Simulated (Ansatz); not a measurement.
# Single-point calculation, with input and output: Hf3N2

The run: single-point calculation of Hf3N2 (R-3m, 5 atoms in the cell). Method and program: DFT PBEsol, scalar-relativistic, plane waves, PAW, no spin polarisation (Ansatz 0.2.0).

The structure derives from a Materials Project entry.

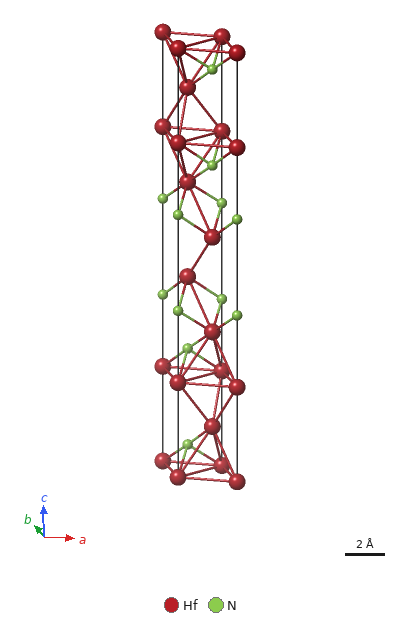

The structure (ball-and-stick view of the cell 3 times as large as that of the calculation, set on its symmetry axes, seen slightly off an axis). An atom can appear more than once, as a periodic image. Near neighbours in the periodic cell (some may lie outside the picture): Hf has 12 Hf at 3.12 to 3.21 Å and 3 N at 2.29 Å; Hf has 12 Hf at 3.20 to 3.21 Å and 6 N at 2.24 Å; N has 6 Hf at 2.24 to 2.29 Å.

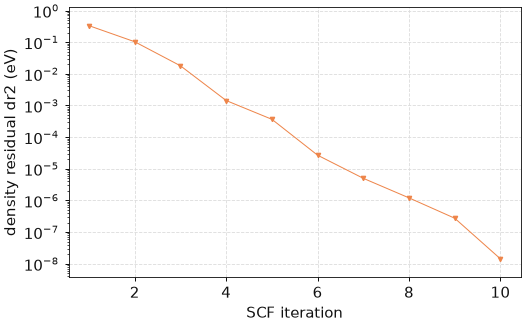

Convergence of the self-consistent field: density residual dr2 against the SCF iteration. The residual falls at every step.

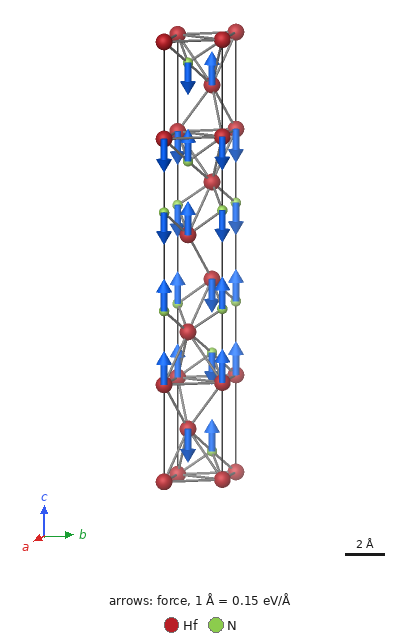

Forces on the atoms as blue arrows (ball-and-stick view of the cell 3 times as large as that of the calculation, set on its symmetry axes, seen slightly off an axis). The largest act on Hf1, Hf2 (0.27 eV/Å); N4, N5 (0.26 eV/Å). Atoms are counted from 1 in the order of the input and aren't labelled in the picture. The geometry is not a stationary point of this energy.

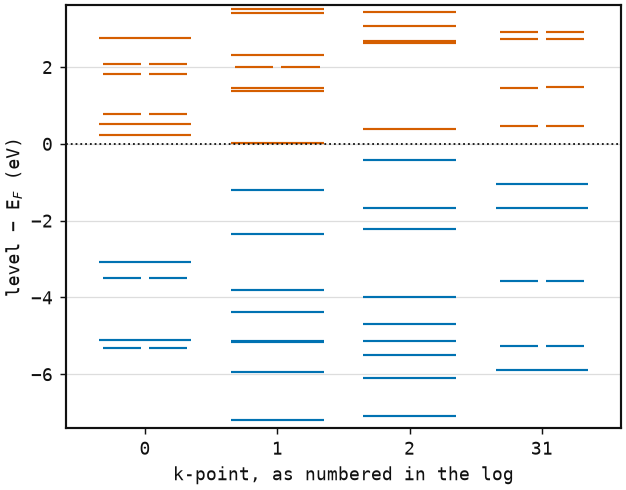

Kohn–Sham levels near the Fermi level (dotted) at the few k-points that the log prints; levels within 0.02 eV of each other stand side by side. The system is metallic on the full mesh.

The input that produced these results follows, with the program's output.

## The input
```yaml
crystal:
  lattice:
    - [1.5994260774, 0.9234290764, 7.7548432223]
    - [-1.5994260774, 0.9234290764, 7.7548432223]
    - [0.0, -1.8468581527, 7.7548432223]
  atoms:
    - { symbol: Hf, position: [0.77941866, 0.77941866, 0.77941866] }
    - { symbol: Hf, position: [0.22058134, 0.22058134, 0.22058134] }
    - { symbol: Hf, position: [0.0, 0.0, 0.0] }
    - { symbol: "N", position: [0.61191553, 0.61191553, 0.61191553] }
    - { symbol: "N", position: [0.38808447, 0.38808447, 0.38808447] }
basis:
  ecutwfc: 420
kpoints:
  mp_grid: { grid: [6, 6, 6] }
hamiltonian:
  xc: pbesol
scf:
  occupations: { method: gaussian, width: 0.1 }
output:
  forces: true
  stress: true
  eigenvalues: true
```

Command:
```bash
ansatz run input.yaml --threads 1 --pin off --max-ram 2560MiB --backend cpu --events-out ev --progress --plain --runs-dir out
```

## Log
```
basis.fft_grid_basis auto: the FFT boxes are laid along the combinations [[1, 0, -1], [0, 1, -1], [0, 0, 1]] of the cell's own vectors, 3.199, 3.199 and 7.972 Å long. The dense box has 24×24×54 points. Along the cell's own vectors, as sized, it would have 54×54×54, 5.06 times as many. Of the 12 symmetry operations that the crystal satisfies within crystal.symmetry.tolerance (time reversal apart; of a slab, those that keep its plane) the dense box along the cell's own vectors carries 12, and the one as laid loses 8 of those. basis.fft_grid_basis: typed keeps the cell's own vectors: state it where this run's energies or levels are differenced outside the engine with another run's, or held beside a run that keeps those vectors.
Engine: ansatz 0.2.0, x86_64-unknown-linux-gnu
Pseudopotentials: kind: paw
Pseudopotential: Hf, paw, valence charge 26, recommended cutoff 420 eV (normal), Hf.paw.azcp
Pseudopotential: N, paw, valence charge 5, recommended cutoff 420 eV (normal), N.paw.azcp
Functional definition: PBEsol
  exchange = pbesol_x
  correlation = pbesol_c
Crystal: 5 atoms, lattice volume = 68.721 Å³
Basis set: ecut = 420 eV, 1351 PW (Γ), FFT grids on a1−a3, a2−a3, a3, exchange–correlation on 48×48×108 points (8 copies of the dense FFT grid, shifted against one another)
Bands: 53, of which v1, the nominal top of the filled ones, is band 44 counted from 1 (43 counted from 0)
Symmetry: 12 space group operations
Space group: R-3m (ITA 166), of the structure as read, at distance tolerance 4.1e-5 Å
k-points: 32 of 216
Non-local potential: Hf, projectors of the file, l = 0: 3, l = 1: 2, l = 2: 2, l = 3: 3
Non-local potential: N, projectors of the file, l = 0: 2, l = 1: 2, l = 2: 1
PAW form: soft (Blöchl's): semilocal exchange-correlation on the pseudo side does not see the compensation charge
PAW frozen core: Hf, regenerated for the run's functional, and the local potential with it (the file was generated under x = pbe(κ = 0.804, μ = 0.2195149727645171), c = pbe(β = 0.06672455060314922))
PAW frozen core: N, regenerated for the run's functional, and the local potential with it (the file was generated under x = pbe(κ = 0.804, μ = 0.2195149727645171), c = pbe(β = 0.06672455060314922))
PAW one-centre angular grid: Hf, 590 points (default); XC on 64 Gauss nodes
PAW one-centre angular grid: N, 110 points (default); XC on 64 Gauss nodes
Initial density: superposition of atomic densities (neutral atoms: chi_scale 0, normalization atom), corrected by the library's trained network
Initial wavefunctions: pseudopotential atomic-orbital guess
Functional: x = pbesol(κ = 0.804, μ = 0.12345679012345678), c = pbesol(β = 0.046)
SCF iter   1: F=—  HF=-47558.925815 eV  |F-HF|=—  |Δ(HF+E_count)|=         —  Δρ=1.08e-2  dr2=3.32e-1  ethr=1.77e-3  ⟨swp⟩=4.7  Hψ=5026  notcnv=0  defer=5
preconditioner: auto → Kerker (q_TF=auto, 2.843 Å⁻¹)  [metal: Δε(μ)=0.028 eV  Ē_g=17.837 eV  σ=0.100 eV  W_gap=0.15  n_scr=30 (ndim 8)  ℏωp=40.6 eV  f_vac=0.000  D(μ)=1.72/eV (n_scr^D=4)]
SCF iter   2: F=—  HF=-47558.897669 eV  |F-HF|=—  |Δ(HF+E_count)|=   2.81e-2  Δρ=4.56e-3  dr2=1.03e-1  ethr=3.77e-4  ⟨swp⟩=1.2  Hψ=1961  notcnv=0  defer=23
SCF iter   3: F=—  HF=-47558.888009 eV  |F-HF|=—  |Δ(HF+E_count)|=   9.66e-3  Δρ=1.81e-3  dr2=1.79e-2  ethr=1.17e-4  ⟨swp⟩=1.6  Hψ=1605  notcnv=0  defer=23
SCF iter   4: F=—  HF=-47558.886007 eV  |F-HF|=—  |Δ(HF+E_count)|=   2.00e-3  Δρ=1.01e-3  dr2=1.43e-3  ethr=2.03e-5  ⟨swp⟩=2.0  Hψ=2500  notcnv=0  defer=23
SCF iter   5: F=—  HF=-47558.885265 eV  |F-HF|=—  |Δ(HF+E_count)|=   7.42e-4  Δρ=5.89e-4  dr2=3.65e-4  ethr=1.62e-6  ⟨swp⟩=2.0  Hψ=2566  notcnv=0  defer=23
SCF iter   6: F=—  HF=-47558.885165 eV  |F-HF|=—  |Δ(HF+E_count)|=   9.99e-5  Δρ=2.00e-4  dr2=2.68e-5  ethr=4.15e-7  ⟨swp⟩=2.1  Hψ=2903  notcnv=0  defer=23
SCF iter   7: F=—  HF=-47558.885171 eV  |F-HF|=—  |Δ(HF+E_count)|=   6.47e-6  Δρ=6.32e-5  dr2=4.98e-6  ethr=3.04e-8  ⟨swp⟩=2.8  Hψ=3304  notcnv=0  defer=105
SCF iter   8: F=—  HF=-47558.885172 eV  |F-HF|=—  |Δ(HF+E_count)|=   6.60e-7  Δρ=4.00e-5  dr2=1.20e-6  ethr=5.66e-9  ⟨swp⟩=3.0  Hψ=3133  notcnv=0  defer=105
SCF iter   9: F=—  HF=-47558.885169 eV  |F-HF|=—  |Δ(HF+E_count)|=   2.60e-6  Δρ=1.83e-5  dr2=2.73e-7  ethr=1.36e-9  ⟨swp⟩=3.0  Hψ=3228  notcnv=0  defer=105
SCF iter  10: F=-47558.885169 eV  HF=-47558.885169 eV  |F-HF|=1.00e-8  |Δ(HF+E_count)|=   9.98e-8  Δρ=5.24e-6  dr2=1.42e-8  ethr=1.14e-10  ⟨swp⟩=10.8  Hψ=8506  notcnv=0
SCF 1 converged in 10 iterations: F = -47558.885169 eV  dr2 = 1.42e-8
  greatest PAW one-centre occupation: 0.998 electrons in one spin orbital (limit 2), on the Hf atom at site 1 (counted from 0), in its partial waves of l = 3
SCF converged after 10 iterations
Free energy (F): -47558.885169 eV
Harris-Foulkes:  -47558.885169 eV  (|F-HF|=1.00e-8)
Internal energy: -47558.876851 eV  (E = F + TS)
E sigma→0 (E₀):  -47558.881010 eV
Entropy (-TS):   -0.008319 eV (-1.664 meV/atom)
Fermi energy:    21.834094 eV
--- Per-component energies (eV) ---
  E_band       = 366.982242
  E_kinetic    = 1534.808440
  E_local      = -14665.053497  (includes V_loc(G=0)·N_el)
  E_nonlocal   = -3623.992949
  E_hartree    = 6927.002488
  E_xc         = -1014.815179
  E_vxc        = -953.675885  (∫ρ·V_xc dr)
  E_paw        = -20666.506478  (= ΣΔE_a)
  E_vpaw       = 4220.887376  (= ΣTr[D̂ρ^β])
  E_aug_tail   = 0.000182  (compensation charges beyond the density's cutoff)
  E_ewald      = -16054.129329
  E_core_change = 3.809472  (= ΣΔE_core)
  E_smearing   = -0.008319  (= −TS)
  E_closure    = -0.000000  (closes the sum)
  Σ components = -47558.885169   (vs F -47558.885169, Δ=0.00e0)
--- Forces (eV/Å), atoms counted from 1 ---
  atom   1  Hf     0.00000000    -0.00000000    -0.26941236
  atom   2  Hf    -0.00000000     0.00000000     0.26941236
  atom   3  Hf     0.00000000     0.00000000    -0.00000000
  atom   4  N      0.00000000    -0.00000000    -0.25766609
  atom   5  N      0.00000000     0.00000000     0.25766609
  max |Σ_I F_I| component: 1.11e-16 eV/Å
--- Stress (GPa, compression-positive) ---
       -2.081683       0.000000      -0.000000
        0.000000      -2.081683      -0.000000
       -0.000000      -0.000000      -2.871517
  P = ⅓ Tr σ = -2.3450 GPa (-23.450 kbar)
--- Band table (eV; the first three rows and the last of 32) ---
  k-point 0: bands = ["-40.6018", "-39.8463", "-39.8099", "-9.6103", "-9.0978", "-9.0978", "-8.8908", "-8.3433", "-8.2776", "-8.2776", "-8.2103", "-8.2103", "5.2948", "6.7703", "9.4680", "9.4680", "9.4692", "9.5243", "9.5251", "9.5251", "9.5474", "10.2055", "10.2142", "10.2142", "10.2213", "10.2214", "10.2214", "10.2324", "10.2394", "10.2570", "10.2570", "10.2674", "10.2674", "10.2985", "10.3004", "13.9449", "16.5216", "16.5216", "16.7163", "18.3492", "18.3492", "18.7585", "22.0618", "22.3610", "22.6168", "22.6168", "23.6556", "23.6556", "23.9085", "23.9085", "24.5932", "25.5684", "26.0691"]
  k-point 1: bands = ["-40.5916", "-39.8349", "-39.8027", "-9.5632", "-9.3084", "-9.1390", "-8.8144", "-8.4608", "-8.3809", "-8.3202", "-8.3178", "-8.2383", "5.6947", "6.6882", "9.4760", "9.4791", "9.4820", "9.5127", "9.5218", "9.5285", "9.5300", "10.2087", "10.2191", "10.2209", "10.2211", "10.2300", "10.2302", "10.2393", "10.2495", "10.2539", "10.2560", "10.2633", "10.2639", "10.2837", "10.2863", "14.6378", "15.8924", "16.6766", "16.7054", "17.4552", "18.0252", "19.4830", "20.6218", "21.8674", "23.2070", "23.2826", "23.8271", "23.8387", "24.1434", "25.2310", "25.3352", "25.8385", "26.1980"]
  k-point 2: bands = ["-40.5709", "-39.8106", "-39.7895", "-9.6748", "-9.4663", "-9.2202", "-8.7866", "-8.7292", "-8.5969", "-8.4023", "-8.3730", "-8.2960", "6.2573", "6.7050", "9.4882", "9.4930", "9.5002", "9.5003", "9.5233", "9.5235", "9.5422", "10.2080", "10.2249", "10.2286", "10.2357", "10.2394", "10.2431", "10.2468", "10.2487", "10.2540", "10.2590", "10.2596", "10.2689", "10.2744", "10.2777", "14.7490", "15.7389", "16.3467", "16.6957", "17.1463", "17.8437", "19.6115", "20.1741", "21.4239", "22.2276", "24.4501", "24.5151", "24.8991", "25.2773", "26.0186", "26.3568", "26.7841", "26.9226"]
  k-point 31: bands = ["-40.6018", "-39.8469", "-39.8093", "-9.6516", "-9.0979", "-9.0979", "-8.7350", "-8.4602", "-8.2764", "-8.2764", "-8.2115", "-8.2115", "5.3681", "6.6785", "9.4673", "9.4680", "9.4680", "9.5169", "9.5251", "9.5251", "9.5474", "10.1977", "10.2099", "10.2176", "10.2176", "10.2185", "10.2185", "10.2203", "10.2589", "10.2589", "10.2647", "10.2647", "10.2704", "10.2985", "10.3004", "14.2631", "15.9385", "16.5622", "16.5622", "18.2529", "18.2529", "20.1604", "20.7967", "22.2941", "22.2941", "23.2975", "23.3123", "24.5627", "24.5627", "24.7447", "24.7447", "25.5026", "25.5026"]
```

## Key numbers

| quantity | value |
| --- | --- |
| outcome | converged |
| space group (tolerance 0.01 Å) | R-3m (166) |
| electrons treated | 88 |
| free energy | −47558.8852 eV |
| Fermi energy | 21.834 eV |
| gap on the k-point mesh | none (metallic) |
| pressure | −2.34 GPa |
| largest force (length of the vector) | 0.269 eV/Å |
| hardware | 1 thread of Intel Xeon @ 2.70GHz, 189 GiB of memory available, shared host |
| wall time | 11 s |
| peak memory | 0.42 GiB |

## Remarks

Spin–orbit coupling is left out, which matters for Hf.
